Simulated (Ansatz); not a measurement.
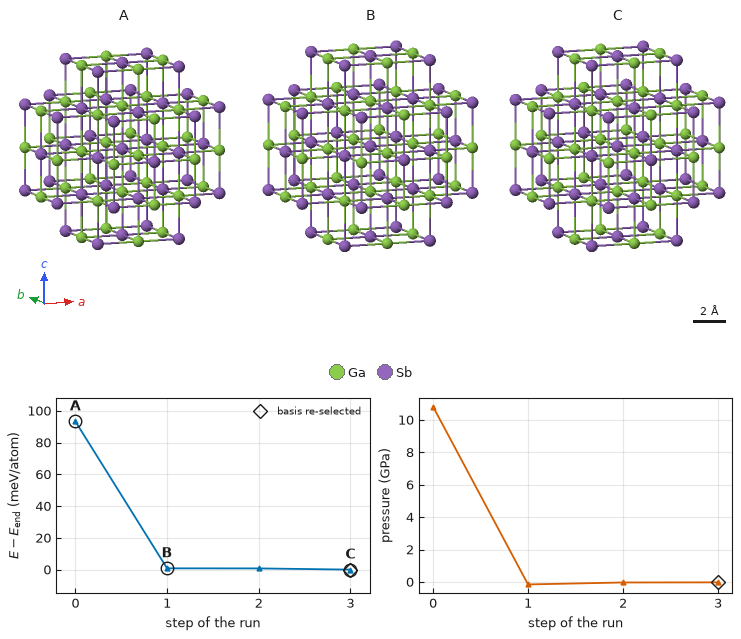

Frames of a relaxation of solid GaSb (built on the rocksalt type), marked on the history of the run. A ball-and-stick model of the conventional cell (4 times the calculation's cell), seen slightly off an axis. Lengths and directions refer to the drawn axes.

The calculation used DFT, PBE, plane waves, PAW in Ansatz 0.2.0. Set-up: plane-wave cutoff 420 eV; k-point mesh 8 × 8 × 8; occupations fermi dirac; smearing width 0.02 eV; no spin polarisation; cell and atoms relaxed; force threshold 0.005 eV/Å.

### What happens along the run?

After 2 accepted moves (3 points after the start) the energy has fallen by 93.3 meV per atom. All forces vanish by symmetry, so only the cell relaxes. The pressure goes from 10.82 to −0.03 GPa. The SCF was repeated once at an unchanged geometry on a basis and grid sized afresh for the cell, which shifted the energy by 0.8 meV per atom at most. The atoms keep their places relative to the cell (all moves are under 0.005 Å). The drawn cell changes as follows: a = b = c 5.539 → 5.805 Å (+4.8 %); the volume changes by +15.1 %. Near-neighbour distances that change, for instance: Ga–Sb 2.770 → 2.903 Å. The space group stays Fm-3m (No. 225). The run took 3.9 s on 2 threads of Arm Neoverse V1, on a shared host, peak memory 0.35 GiB. From step 0 to 1: volume +15.3 %, energy −92.5 meV per atom. From step 1 to 3: volume −0.2 %, energy −0.8 meV per atom.

```
step  E − E(0), meV/atom  pressure, GPa  volume, Å³/atom                      note
   0                0.00          10.82           21.244                          
   1              -92.47          -0.16           24.505                          
   2              -92.52          -0.03           24.452                          
   3              -93.28          -0.03           24.452  same geometry, new basis
```
